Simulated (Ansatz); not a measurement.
# W: one change and its effect

System: W (1 atom in the cell).
Method of run A: Kohn-Sham DFT of a periodic cell, PBE, Ansatz PAW, no spin polarisation (Ansatz 0.2.0).

The structure derives from an entry of the Crystallography Open Database. Text and figures count atoms from 1; the logs count them from 0 in places.

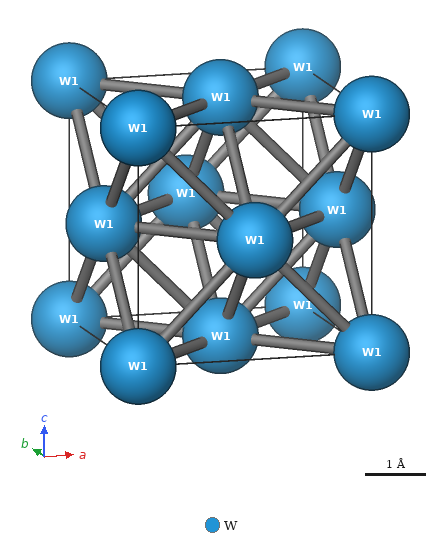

**Figure 1.** The starting structure (ball-and-stick view of the cell 4 times as large as that of the calculation, set on its symmetry axes, seen slightly off an axis; atoms are numbered from 1 in the order of the input). An atom can appear more than once, as a periodic image.

## Input file, run A
```yaml
crystal:
  lattice:
    - [0.0, 2.03, 2.03]
    - [2.03, 0.0, 2.03]
    - [2.03, 2.03, 0.0]
  atoms:
    - { symbol: W, position: [0.0, 0.0, 0.0] }
hamiltonian:
  xc: pbe
  pseudopotentials: { kind: paw }
kpoints:
  mp_grid: { grid: [11, 11, 11] }
scf:
  occupations: { method: fermi_dirac, width: 0.05 }
output:
  forces: true
  stress: true
  eigenvalues: true
relax:
  f_tol: 0.01
  max_steps: 40
  cell: { stress_tol: 0.05 }
```

Launched with:
```bash
ansatz run input.yaml --threads 2 --pin off --max-ram 5632MiB --backend cpu --events-out ev --progress --plain --runs-dir out
```

Hardware: 2 threads of Arm Neoverse V1, 24 GiB of memory available, shared host.

## Output, shortened to warnings, some set-up lines, iterations and results (run A)
```
Basis set: ecut = 420 eV, 331 PW (Γ), exchange–correlation on 40×40×40 points (8 copies of the dense FFT grid, shifted against one another)
Symmetry: 48 space group operations
k-points: 56 of 1331
Initial density: superposition of atomic densities (neutral atoms: chi_scale 0, normalization atom), corrected by the library's trained network
[...]
SCF iter   1: F=—  HF=-10384.349062 eV  |F-HF|=—  |Δ(HF+E_count)|=         —  Δρ=2.50e-3  dr2=8.35e-4  ethr=1.77e-3  ⟨swp⟩=5.2  Hψ=3288  notcnv=0
SCF iter   2: F=—  HF=-10384.348659 eV  |F-HF|=—  |Δ(HF+E_count)|=   4.03e-4  Δρ=9.46e-4  dr2=6.83e-5  ethr=5.97e-6  ⟨swp⟩=2.2  Hψ=1238  notcnv=0
SCF iter   3: F=—  HF=-10384.348680 eV  |F-HF|=—  |Δ(HF+E_count)|=   2.11e-5  Δρ=2.71e-4  dr2=3.54e-6  ethr=4.88e-7  ⟨swp⟩=2.6  Hψ=927  notcnv=0
SCF iter   4: F=-10384.348683 eV  HF=-10384.348683 eV  |F-HF|=7.63e-8  |Δ(HF+E_count)|=   3.12e-6  Δρ=3.11e-5  dr2=9.26e-8  ethr=2.53e-8  ⟨swp⟩=2.6  Hψ=1025  notcnv=0
SCF iter   5: F=-10384.348683 eV  HF=-10384.348683 eV  |F-HF|=1.81e-9  |Δ(HF+E_count)|=   4.50e-8  Δρ=7.66e-6  dr2=3.44e-9  ethr=6.61e-10  ⟨swp⟩=2.1  Hψ=941  notcnv=0
[... 23 lines ...]
SCF iter   2: F=—  HF=-10384.353053 eV  |F-HF|=—  |Δ(HF+E_count)|=   3.61e-7  Δρ=1.91e-5  dr2=1.87e-8  ethr=6.67e-10  ⟨swp⟩=1.8  Hψ=835  notcnv=0
SCF iter   3: F=—  HF=-10384.353053 eV  |F-HF|=—  |Δ(HF+E_count)|=   6.50e-9  Δρ=1.29e-6  dr2=1.41e-10  ethr=1.34e-10  ⟨swp⟩=3.0  Hψ=953  notcnv=0
SCF iter   4: F=-10384.353053 eV  HF=-10384.353053 eV  |F-HF|=3.64e-12  |Δ(HF+E_count)|=  6.55e-11  Δρ=4.26e-7  dr2=6.56e-12  ethr=1.00e-12  ⟨swp⟩=6.6  Hψ=2856  notcnv=0
SCF 5 converged in 4 iterations: F = -10384.353053 eV  dr2 = 6.56e-12
relax step   5: F+E_penalty+E_count = -10384.35305293 eV  Δ(F+E_penalty+E_count) = +1.074e-4 eV  max|allowed force component| = 0.000e0 eV/Å  Δτ_max = 0.0000 Å  P = +0.014 …
basis re-selected at this cell: Δ(F+E_penalty+E_count) = +1.074e-4 eV, ΔP = +0.000 GPa vs the last step (what re-selecting the basis moved, of the pressure what is left beyond the Pulay correction that the steps carried, after the strain that the cell walked since its last selection, with what the …
SCF converged after 4 iterations
Free energy (F): -10384.353053 eV
Harris-Foulkes:  -10384.353053 eV  (|F-HF|=3.64e-12)
Internal energy: -10384.344682 eV  (E = F + TS)
E sigma→0 (E₀):  -10384.348868 eV
Entropy (-TS):   -0.008371 eV (-8.371 meV/atom)
Fermi energy:    21.235578 eV
--- Per-component energies (eV) ---
  E_band       = -92.635363
  E_kinetic    = 449.000283
  E_local      = -625.521776  (includes V_loc(G=0)·N_el)
  E_nonlocal   = 0.729200
  E_hartree    = 223.079286
  E_xc         = -266.450654
  E_vxc        = -238.156099  (∫ρ·V_xc dr)
  E_paw        = -8562.412387  (= ΣΔE_a)
  E_vpaw       = -124.845490  (= ΣTr[D̂ρ^β])
  E_aug_tail   = -0.000056  (compensation charges beyond the density's cutoff)
  E_ewald      = -1602.768578
  E_smearing   = -0.008371  (= −TS)
  E_closure    = 0.000000  (closes the sum)
  Σ components = -10384.353053   (vs F -10384.353053, Δ=0.00e0)
--- Forces (eV/Å), atoms counted from 1 ---
  atom   1  W     -0.00000000     0.00000000    -0.00000000
  max |Σ_I F_I| component: 2.47e-32 eV/Å
--- Stress (GPa, compression-positive) ---
        0.014231      -0.000000      -0.000000
        0.000000       0.014231      -0.000000
       -0.000000      -0.000000       0.014231
  P = ⅓ Tr σ = 0.0142 GPa (0.142 kbar)
--- Relaxed structure (4 steps of the walk, 3 accepted, 1 SCFs on fresh bases) ---
  F+E_penalty+E_count = -10384.35305293 eV   max|allowed force component| = 0.000e0 eV/Å   (the final SCF, on the basis selected at the relaxed cell)
  cell:  # Å, volume = 16.4452 Å³
    - [-5.095372032895593e-35, 2.0183818658714348, 2.0183818658714348]
    - [2.0183818658714348, -1.6559959106910672e-34, 2.0183818658714348]
    - [2.0183818658714348, 2.0183818658714348, -2.675070317270185e-34]
  atoms:
    - { symbol: W, position: [0.0, 0.0, 0.0] }
```

The input of run B differs as follows (lines with − go, lines with + come):
```diff
-  xc: pbe
+  xc: pbesol
```

How does run B compare with run A?

The total energies belong to different methods, so their difference says nothing on which is more stable or more accurate. The volume per atom goes from 16.45 to 16.00 Å³. The functional changes from PBE to PBEsol. The SCF takes 27 iterations over all geometry steps against 23.

## Output, shortened to warnings, some set-up lines, iterations and results (run B)
```
Basis set: ecut = 420 eV, 331 PW (Γ), exchange–correlation on 40×40×40 points (8 copies of the dense FFT grid, shifted against one another)
Symmetry: 48 space group operations
k-points: 56 of 1331
Initial density: superposition of atomic densities (neutral atoms: chi_scale 0, normalization atom), corrected by the library's trained network
[...]
SCF iter   1: F=—  HF=-10256.053179 eV  |F-HF|=—  |Δ(HF+E_count)|=         —  Δρ=2.90e-3  dr2=7.07e-4  ethr=1.77e-3  ⟨swp⟩=5.2  Hψ=3292  notcnv=0
SCF iter   2: F=—  HF=-10256.052923 eV  |F-HF|=—  |Δ(HF+E_count)|=   2.56e-4  Δρ=1.34e-3  dr2=1.10e-4  ethr=5.05e-6  ⟨swp⟩=2.1  Hψ=1226  notcnv=0
SCF iter   3: F=—  HF=-10256.052951 eV  |F-HF|=—  |Δ(HF+E_count)|=   2.79e-5  Δρ=2.16e-4  dr2=2.16e-6  ethr=7.82e-7  ⟨swp⟩=1.8  Hψ=811  notcnv=0
SCF iter   4: F=—  HF=-10256.052952 eV  |F-HF|=—  |Δ(HF+E_count)|=   1.71e-6  Δρ=2.77e-5  dr2=7.98e-8  ethr=1.55e-8  ⟨swp⟩=2.6  Hψ=1032  notcnv=0
SCF iter   5: F=-10256.052952 eV  HF=-10256.052952 eV  |F-HF|=1.05e-9  |Δ(HF+E_count)|=   3.86e-8  Δρ=5.97e-6  dr2=1.81e-9  ethr=5.70e-10  ⟨swp⟩=2.1  Hψ=933  notcnv=0
[... 29 lines ...]
SCF iter   3: F=—  HF=-10256.083263 eV  |F-HF|=—  |Δ(HF+E_count)|=   1.01e-8  Δρ=3.01e-6  dr2=5.81e-10  ethr=3.75e-10  ⟨swp⟩=2.0  Hψ=1003  notcnv=0
SCF iter   4: F=—  HF=-10256.083263 eV  |F-HF|=—  |Δ(HF+E_count)|=  3.27e-11  Δρ=7.09e-7  dr2=1.94e-11  ethr=4.15e-12  ⟨swp⟩=2.1  Hψ=907  notcnv=0
SCF iter   5: F=-10256.083263 eV  HF=-10256.083263 eV  |F-HF|=9.09e-12  |Δ(HF+E_count)|=  3.64e-12  Δρ=9.05e-8  dr2=3.48e-13  ethr=1.00e-12  ⟨swp⟩=5.0  Hψ=2180  notcnv=0
SCF 6 converged in 5 iterations: F = -10256.083263 eV  dr2 = 3.48e-13
relax step   6: F+E_penalty+E_count = -10256.08326323 eV  Δ(F+E_penalty+E_count) = +2.324e-4 eV  max|allowed force component| = 0.000e0 eV/Å  Δτ_max = 0.0000 Å  P = -0.002 …
basis re-selected at this cell: Δ(F+E_penalty+E_count) = +2.324e-4 eV, ΔP = -0.001 GPa vs the last step (what re-selecting the basis moved, of the pressure what is left beyond the Pulay correction that the steps carried, after the strain that the cell walked since its last selection, with what the …
SCF converged after 5 iterations
Free energy (F): -10256.083263 eV
Harris-Foulkes:  -10256.083263 eV  (|F-HF|=9.09e-12)
Internal energy: -10256.075189 eV  (E = F + TS)
E sigma→0 (E₀):  -10256.079226 eV
Entropy (-TS):   -0.008074 eV (-8.074 meV/atom)
Fermi energy:    21.712905 eV
--- Per-component energies (eV) ---
  E_band       = -85.457826
  E_kinetic    = 450.169168
  E_local      = -608.901894  (includes V_loc(G=0)·N_el)
  E_nonlocal   = 3.459709
  E_hartree    = 217.664107
  E_xc         = -265.031273
  E_vxc        = -238.399330  (∫ρ·V_xc dr)
  E_paw        = -8436.087556  (= ΣΔE_a)
  E_vpaw       = -127.113626  (= ΣTr[D̂ρ^β])
  E_aug_tail   = -0.000076  (compensation charges beyond the density's cutoff)
  E_ewald      = -1617.569167
  E_core_change = 0.221792  (= ΣΔE_core)
  E_smearing   = -0.008074  (= −TS)
  E_closure    = -0.000000  (closes the sum)
  Σ components = -10256.083263   (vs F -10256.083263, Δ=0.00e0)
--- Forces (eV/Å), atoms counted from 1 ---
  atom   1  W     -0.00000000     0.00000000    -0.00000000
  max |Σ_I F_I| component: 1.44e-32 eV/Å
--- Stress (GPa, compression-positive) ---
       -0.002206      -0.000000      -0.000000
       -0.000000      -0.002206      -0.000000
       -0.000000      -0.000000      -0.002206
  P = ⅓ Tr σ = -0.0022 GPa (-0.022 kbar)
--- Relaxed structure (5 steps of the walk, 4 accepted, 1 SCFs on fresh bases) ---
  F+E_penalty+E_count = -10256.08326323 eV   max|allowed force component| = 0.000e0 eV/Å   (the final SCF, on the basis selected at the relaxed cell)
  cell:  # Å, volume = 15.9979 Å³
    - [-3.7896829494660953e-34, 1.9999138822201052, 1.9999138822201052]
    - [1.9999138822201052, -1.4330733842518846e-34, 1.9999138822201052]
    - [1.9999138822201052, 1.9999138822201052, -2.7387624676813793e-34]
  atoms:
    - { symbol: W, position: [0.0, 0.0, 0.0] }
```

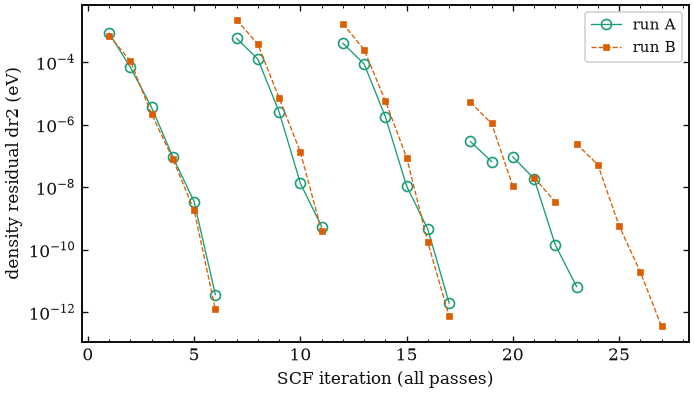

**Figure 2.** Convergence of the two runs: density residual dr2 against the SCF iteration. A break in a curve parts two SCF passes. Run A takes 23 iterations in all, and run B takes 27.

## The two runs side by side

| quantity | run A | run B |
| --- | --- | --- |
| outcome | converged | converged |
| free energy per atom (eV) | −10384.3531 | −10256.0833 |
| energy per atom, smearing taken to zero (eV) | −10384.3489 | −10256.0792 |
| gap on the mesh (eV) | 0.00 | 0.00 |
| pressure (GPa) | 0.01 | 0.00 |
| volume per atom (Å³) | 16.45 | 16.00 |
| largest force (eV/Å) | 0.000 | 0.000 |
| SCF iterations | 23 | 27 |
| irreducible k-points | 56 | 56 |
| wall time (shared host) | 2.4 s | 2.8 s |

For both runs: Spin–orbit coupling is left out, which matters for W.
